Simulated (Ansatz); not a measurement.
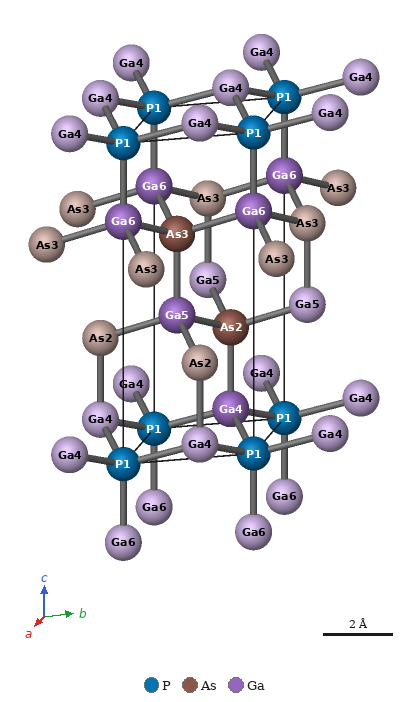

**Figure 1.** The structure (ball-and-stick view of the cell of the calculation, seen slightly off an axis; neighbours outside the cell are drawn fainter; atoms are numbered from 1 in the order of the input). An atom can appear more than once, as a periodic image. Near neighbours in the periodic cell (some may lie outside the picture): P has 4 Ga at 2.36 to 2.40 Å; As has 4 Ga at 2.43 to 2.45 Å; Ga has 1 As at 2.45 Å and 3 P at 2.40 Å; Ga has 4 As at 2.43 to 2.45 Å; Ga has 3 As at 2.43 Å and 1 P at 2.36 Å.

## What a change does: band-structure calculation on Ga3As2P

System: Ga3As2P (6 atoms in the cell).
Method of run 1: DFT, PBE, plane waves, PAW, no spin polarisation (Ansatz 0.2.0).

The structure was built on a prototype by a generator; it need not be a known phase. The geometry comes from this level: r2SCAN. Text and figures count atoms from 1; the logs count them from 0 in places.

## Input, run 1
```yaml
crystal:
  lattice:
    - [3.9572755293, 0.0, 0.0]
    - [-1.9786377647, 3.4271011382, 0.0]
    - [0.0, 0.0, 9.6817786327]
  atoms:
    - { symbol: P, position: [0.0, 0.0, 0.0001135365] }
    - { symbol: As, position: [0.3333333333, 0.6666666667, 0.3303854679] }
    - { symbol: As, position: [0.6666666667, 0.3333333333, 0.6694581243] }
    - { symbol: Ga, position: [0.3333333333, 0.6666666667, 0.0770846625] }
    - { symbol: Ga, position: [0.6666666667, 0.3333333333, 0.4167669731] }
    - { symbol: Ga, position: [0.0, 0.0, 0.7561912357] }
kpoints:
  mp_grid: { grid: [12, 12, 4] }
  band_path:
    path:
      - [0.0, 0.0, 0.0]
      - [0.5, 0.0, 0.0]
      - [0.3333333333, 0.3333333333, 0.0]
      - [0.0, 0.0, 0.5]
      - [0.5, 0.0, 0.5]
      - [0.3333333333, 0.3333333333, 0.5]
    npoints: 1
hamiltonian:
  xc: pbe
scf:
  occupations: { method: fixed }
  n_extra_bands: 5
output:
  forces: true
  stress: true
  eigenvalues: true
```

Command:
```bash
ansatz run input.yaml --threads 2 --pin off --max-ram 3686MiB --backend cpu --events-out ev --progress --plain --runs-dir out
```

Hardware: 2 threads of Arm Neoverse V2, 24 GiB of memory available, shared host.

## Output, shortened to warnings, some set-up lines, iterations and results (run 1)
```
Basis set: ecut = 420 eV, 2577 PW (Γ), exchange–correlation on 54×54×144 points (8 copies of the dense FFT grid, shifted against one another)
Symmetry: 6 space group operations
k-points: 69 of 576 (time reversal used)
Initial density: superposition of atomic densities (neutral atoms: chi_scale 0, normalization atom), corrected by the library's trained network
[...]
SCF iter   1: F=—  HF=-21819.188472 eV  |F-HF|=—  |Δ(HF+E_count)|=         —  Δρ=1.68e-3  dr2=7.20e-3  ethr=1.77e-3  ⟨swp⟩=5.1  Hψ=9639  notcnv=0  defer=163
SCF iter   2: F=—  HF=-21819.182847 eV  |F-HF|=—  |Δ(HF+E_count)|=   5.63e-3  Δρ=1.05e-3  dr2=1.82e-3  ethr=9.73e-6  ⟨swp⟩=2.5  Hψ=5534  notcnv=0  defer=207
SCF iter   3: F=—  HF=-21819.182623 eV  |F-HF|=—  |Δ(HF+E_count)|=   2.24e-4  Δρ=4.69e-4  dr2=5.06e-4  ethr=2.47e-6  ⟨swp⟩=2.0  Hψ=4832  notcnv=0  defer=207
SCF iter   4: F=—  HF=-21819.182661 eV  |F-HF|=—  |Δ(HF+E_count)|=   3.79e-5  Δρ=1.79e-4  dr2=6.58e-5  ethr=6.84e-7  ⟨swp⟩=2.2  Hψ=3956  notcnv=0  defer=206
SCF iter   5: F=—  HF=-21819.182707 eV  |F-HF|=—  |Δ(HF+E_count)|=   4.61e-5  Δρ=5.37e-5  dr2=6.21e-6  ethr=8.89e-8  ⟨swp⟩=2.0  Hψ=4513  notcnv=0  defer=168
SCF iter   6: F=—  HF=-21819.182717 eV  |F-HF|=—  |Δ(HF+E_count)|=   9.17e-6  Δρ=2.44e-5  dr2=1.08e-6  ethr=8.39e-9  ⟨swp⟩=2.2  Hψ=4710  notcnv=0  defer=173
SCF iter   7: F=—  HF=-21819.182717 eV  |F-HF|=—  |Δ(HF+E_count)|=   9.09e-8  Δρ=8.76e-6  dr2=7.10e-8  ethr=1.35e-10  ⟨swp⟩=12.3  Hψ=17628  notcnv=0
SCF iter   8: F=-21819.182717 eV  HF=-21819.182717 eV  |F-HF|=1.97e-8  |Δ(HF+E_count)|=   5.96e-8  Δρ=2.63e-6  dr2=8.02e-9  ethr=9.60e-11  ⟨swp⟩=4.3  Hψ=10821  notcnv=0
SCF 1 converged in 8 iterations: F = -21819.182717 eV  dr2 = 8.02e-9
NSCF: frozen V_eff on 6 k-points
SCF converged after 8 iterations
Free energy (F): -21819.182717 eV
Harris-Foulkes:  -21819.182717 eV  (|F-HF|=1.97e-8)
Internal energy: -21819.182717 eV  (E = F + TS)
E sigma→0 (E₀):  -21819.182717 eV
Fermi energy:    7.861885 eV
--- Per-component energies (eV) ---
  E_band       = -688.243456
  E_kinetic    = 624.758620
  E_local      = -10572.092669  (includes V_loc(G=0)·N_el)
  E_nonlocal   = -32.847366
  E_hartree    = 5231.924992
  E_xc         = -427.552690
  E_vxc        = -393.804576  (∫ρ·V_xc dr)
  E_paw        = -10206.911585  (= ΣΔE_a)
  E_vpaw       = -778.108260  (= ΣTr[D̂ρ^β])
  E_aug_tail   = -0.000315  (compensation charges beyond the density's cutoff)
  E_ewald      = -6436.461704
  E_smearing   = -0.000000  (= −TS)
  E_closure    = 0.000000  (closes the sum)
  Σ components = -21819.182717   (vs F -21819.182717, Δ=0.00e0)
--- Forces (eV/Å), atoms counted from 1 ---
  atom   1  P      0.00000000    -0.00000000     0.02625174
  atom   2  As     0.00000000    -0.00000000    -0.01622271
  atom   3  As     0.00000000    -0.00000000    -0.00758027
  atom   4  Ga     0.00000000     0.00000000    -0.05230244
  atom   5  Ga    -0.00000000     0.00000000     0.00984119
  atom   6  Ga     0.00000000     0.00000000     0.04001546
  max |Σ_I F_I| component: 2.97e-6 eV/Å
--- Stress (GPa, compression-positive) ---
        2.636158       0.000000      -0.000000
        0.000000       2.636158      -0.000000
       -0.000000      -0.000000       2.848599
  P = ⅓ Tr σ = 2.7070 GPa (27.070 kbar)
```

For run 2 the input was changed thus:
```diff
-  xc: pbe
+  xc: r2scan
```

Predict how the results change.

The total energies belong to different methods, so their difference says nothing on which is more stable or more accurate. The gap on the mesh goes from 0.81 to 1.30 eV. The pressure goes from 2.71 to 0.02 GPa. The largest force goes from 0.052 to 0.003 eV/Å. The functional changes from PBE to r2SCAN. The number of SCF iterations is the same. The default cutoff goes from 420 to 500 eV with the change. The plane waves at Γ go from 2577 to 3305. On the same kind of shared host run 2 took about 2 times as long.

## Output, shortened to warnings, some set-up lines, iterations and results (run 2)
```
Basis set: ecut = 500 eV, 3305 PW (Γ), exchange–correlation on 120×120×288 points (64 copies of the dense FFT grid, shifted against one another)
Symmetry: 6 space group operations
k-points: 69 of 576 (time reversal used)
Initial density: superposition of atomic densities (neutral atoms: chi_scale 0, normalization atom), corrected by the library's trained network
[...]
SCF iter   1: F=—  HF=-21861.925729 eV  |F-HF|=—  |Δ(HF+E_count)|=         —  Δρ=8.29e-3  dr2=5.04e-2  dr2_τ=1.54e-2  ethr=1.77e-3  ⟨swp⟩=5.0  Hψ=9609  notcnv=0  defer=179
SCF iter   2: F=—  HF=-21861.949263 eV  |F-HF|=—  |Δ(HF+E_count)|=   2.35e-2  Δρ=1.98e-3  dr2=3.70e-3  dr2_τ=2.06e-4  ethr=6.82e-5  ⟨swp⟩=3.0  Hψ=6284  notcnv=0  defer=207
SCF iter   3: F=—  HF=-21861.948257 eV  |F-HF|=—  |Δ(HF+E_count)|=   1.01e-3  Δρ=1.81e-3  dr2=2.00e-3  dr2_τ=2.22e-5  ethr=5.00e-6  ⟨swp⟩=2.0  Hψ=4831  notcnv=0  defer=207
SCF iter   4: F=—  HF=-21861.948516 eV  |F-HF|=—  |Δ(HF+E_count)|=   2.58e-4  Δρ=3.38e-4  dr2=1.65e-4  dr2_τ=2.43e-6  ethr=2.71e-6  ⟨swp⟩=2.1  Hψ=3753  notcnv=0  defer=207
SCF iter   5: F=—  HF=-21861.948505 eV  |F-HF|=—  |Δ(HF+E_count)|=   1.08e-5  Δρ=9.85e-5  dr2=1.47e-5  dr2_τ=3.75e-7  ethr=2.23e-7  ⟨swp⟩=2.0  Hψ=5382  notcnv=0  defer=206
SCF iter   6: F=—  HF=-21861.948511 eV  |F-HF|=—  |Δ(HF+E_count)|=   6.44e-6  Δρ=4.03e-5  dr2=3.34e-6  dr2_τ=7.26e-8  ethr=1.99e-8  ⟨swp⟩=2.0  Hψ=5392  notcnv=0  defer=198
SCF iter   7: F=—  HF=-21861.948513 eV  |F-HF|=—  |Δ(HF+E_count)|=   1.49e-6  Δρ=8.85e-6  dr2=1.37e-7  dr2_τ=2.31e-9  ethr=4.52e-9  ⟨swp⟩=3.0  Hψ=5416  notcnv=0  defer=198
SCF iter   8: F=-21861.948513 eV  HF=-21861.948513 eV  |F-HF|=6.71e-8  |Δ(HF+E_count)|=   3.90e-8  Δρ=5.56e-6  dr2=3.18e-8  dr2_τ=7.47e-10  ethr=1.35e-10  ⟨swp⟩=12.8  …
SCF 1 converged in 8 iterations: F = -21861.948513 eV  dr2 = 3.18e-8
NSCF: frozen V_eff on 6 k-points
SCF converged after 8 iterations
Free energy (F): -21861.948513 eV
Harris-Foulkes:  -21861.948513 eV  (|F-HF|=6.71e-8)
Internal energy: -21861.948513 eV  (E = F + TS)
E sigma→0 (E₀):  -21861.948513 eV
Fermi energy:    7.635175 eV
--- Per-component energies (eV) ---
  E_band       = -735.564694
  E_kinetic    = 622.179785
  E_local      = -10582.161519  (includes V_loc(G=0)·N_el)
  E_nonlocal   = -25.448111
  E_hartree    = 5242.802878
  E_xc         = -394.033009
  E_vxc        = -412.422692  (∫ρ·V_xc dr)
  E_paw        = -10283.861823  (= ΣΔE_a)
  E_vpaw       = -844.351762  (= ΣTr[D̂ρ^β])
  E_aug_tail   = -0.000142  (compensation charges beyond the density's cutoff)
  E_vtau       = 21.034343  (kinetic-family band-sum trace: ∫τ·v_τ [+ j·A + Jᵃ·Aᵃ] dr)
  E_ewald      = -6436.461704
  E_core_change = -4.964867  (= ΣΔE_core)
  E_smearing   = -0.000000  (= −TS)
  E_closure    = 0.000000  (closes the sum)
  Σ components = -21861.948513   (vs F -21861.948513, Δ=0.00e0)
--- Forces (eV/Å), atoms counted from 1 ---
  atom   1  P     -0.00000000    -0.00000000     0.00274311
  atom   2  As    -0.00000000     0.00000000     0.00107382
  atom   3  As     0.00000000     0.00000000     0.00151503
  atom   4  Ga     0.00000000    -0.00000000    -0.00190180
  atom   5  Ga     0.00000000     0.00000000    -0.00245110
  atom   6  Ga     0.00000000     0.00000000    -0.00096640
  max |Σ_I F_I| component: 1.26e-5 eV/Å
--- Stress (GPa, compression-positive) ---
       -0.055928       0.000000      -0.000000
        0.000000      -0.055928      -0.000000
       -0.000000      -0.000000       0.160299
  P = ⅓ Tr σ = 0.0161 GPa (0.161 kbar)
```

## The two runs side by side

```tsv
quantity	run 1	run 2
outcome	converged	converged
free energy per atom (eV)	−3636.5305	−3643.6581
gap on the mesh (eV)	0.81	1.30
pressure (GPa)	2.71	0.02
largest force (eV/Å)	0.052	0.003
SCF iterations	8	8
irreducible k-points	69	69
plane waves at Γ	2577	3305
wall time (shared host)	23 s	45 s
```
